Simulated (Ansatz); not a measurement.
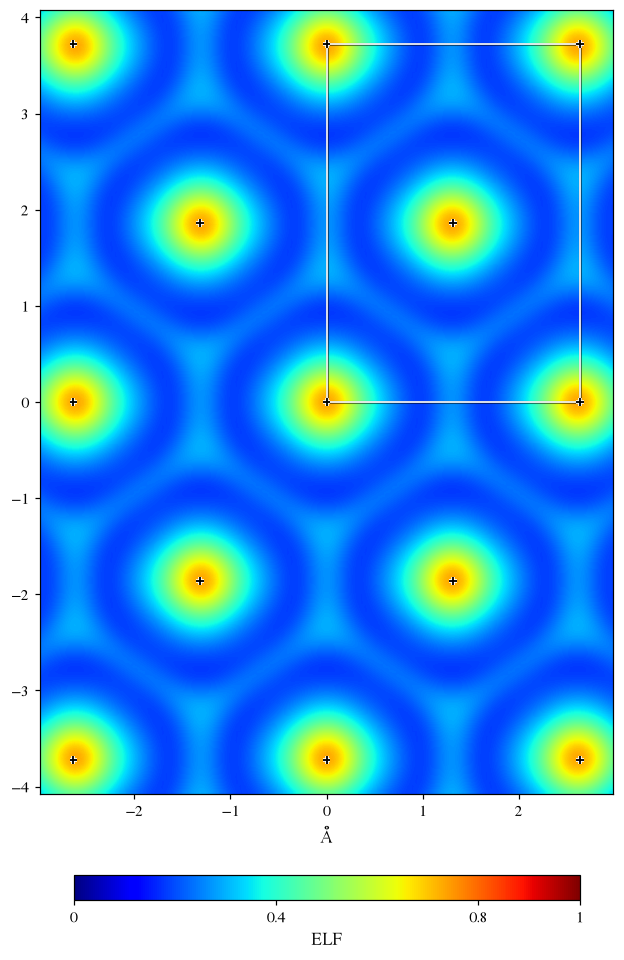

The electron localisation function on a plane through atoms (crosses mark nuclei in the plane).

Computed with DFT, PBEsol, plane waves (420 eV) with PAW, scalar-relativistic (Ansatz).

Candidates:
A. K, a = 4.14 Å, b = 4.14 Å, c = 4.14 Å, α = 90.00°, β = 90.00°, γ = 90.00°. Space group Pm-3m; set up as K, simple cubic; a generated structure, not necessarily the stable one; changed on purpose from its base cell (volume × 0.92); computed without spin polarisation.
B. Ni, a = 2.63 Å, b = 2.63 Å, c = 2.63 Å, α = 90.00°, β = 90.00°, γ = 90.00°. Space group Im-3m; set up as Ni, bcc; a generated structure, not necessarily the stable one; changed on purpose from its base cell (volume × 0.88); computed pressure about 40 GPa in this cell; the program warned that a starting moment wasn't kept; spin-polarised, but the moments vanished.

Which candidate gave the map?

Candidate B: Ni on the (110) plane of the conventional cell, which holds Ni. Ni–Ni (2.28 Å): the ELF is about 0.25 at the midpoint (no localised pair shows between them).
